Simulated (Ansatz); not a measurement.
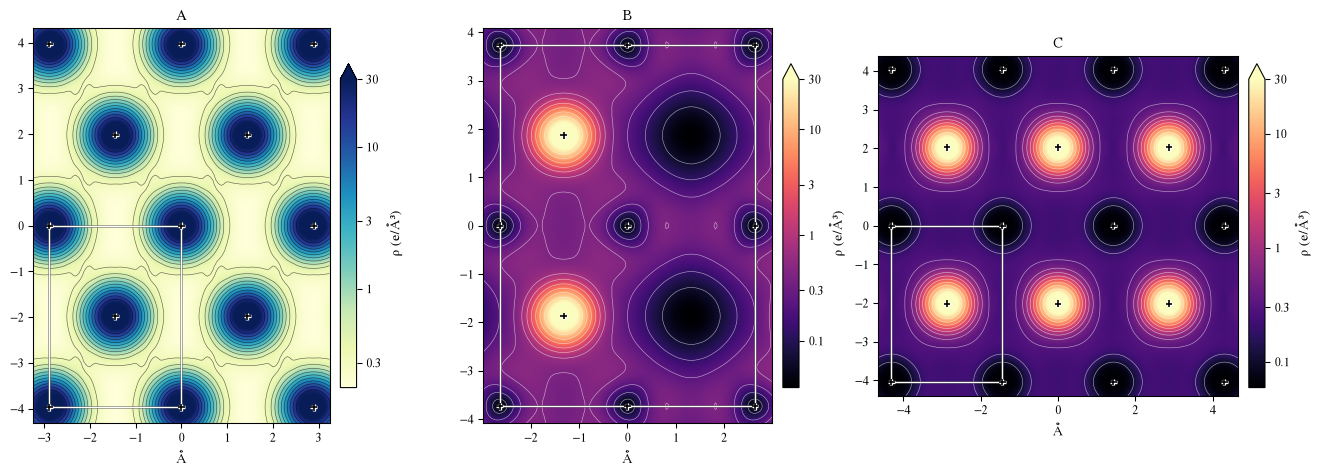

The valence pseudo-density of 3 systems, each on a plane through atoms (crosses mark nuclei in the plane).

Computed with DFT PBEsol, scalar-relativistic, plane waves, PAW (Ansatz).

System 1: Si2Ni, the (101) plane of the conventional cell. Space group Fm-3m; changed on purpose from its base cell (volume × 0.94); computed pressure about 11 GPa in this cell; computed without spin polarisation.

```xyz
12
Lattice="5.2813 0.0000 0.0000 0.0000 5.2813 0.0000 0.0000 0.0000 5.2813" Properties=species:S:1:pos:R:3 pbc="T T T"
Si    1.3203    1.3203    1.3203
Si    3.9610    3.9610    1.3203
Si    3.9610    1.3203    3.9610
Si    1.3203    3.9610    3.9610
Si    3.9610    1.3203    1.3203
Si    1.3203    3.9610    1.3203
Si    1.3203    1.3203    3.9610
Si    3.9610    3.9610    3.9610
Ni    0.0000    0.0000    0.0000
Ni    2.6406    2.6406    0.0000
Ni    2.6406    0.0000    2.6406
Ni    0.0000    2.6406    2.6406
```

System 2: Cu, the (101) plane of the conventional cell. Space group I4/mmm; a structure from a database of computed crystals, not necessarily the ambient phase; computed without spin polarisation.

```
CELL_PARAMETERS angstrom
2.89018 0.00000 0.00000
0.00000 2.89018 0.00000
0.00000 0.00000 2.72001
ATOMIC_POSITIONS crystal
Cu 0.00000 0.00000 0.00000
Cu 0.50000 0.50000 0.50000
```

System 3: AlNi, the (110) plane of the standardised cell. Space group P4/mmm; a structure from a database of computed crystals, not necessarily the ambient phase; computed without spin polarisation.

```cif
data_structure
_symmetry_space_group_name_H-M 'P 1'
_symmetry_Int_Tables_number 1
_cell_length_a 2.8586
_cell_length_b 2.8586
_cell_length_c 2.8694
_cell_angle_alpha 90.000
_cell_angle_beta 90.000
_cell_angle_gamma 90.001
_cell_volume 23.45
loop_
_atom_site_label
_atom_site_type_symbol
_atom_site_fract_x
_atom_site_fract_y
_atom_site_fract_z
_atom_site_occupancy
Al1 Al 0.00000 0.00000 0.00000 1
Ni1 Ni 0.50000 0.50000 0.50000 1
```

> Match each panel to its system.

Panel A is system 2, Cu: the plane holds Cu. Cu–Cu (2.45 Å): ρ at the midpoint is about 0.31 e/Å³. Panel B is system 1, Si2Ni: the plane holds Si and Ni. Si–Ni (2.29 Å): ρ is about 0.52 e/Å³ halfway. Panel C is system 3, AlNi: the plane holds Al and Ni. Al–Ni (2.48 Å): ρ is about 0.31 e/Å³ halfway.
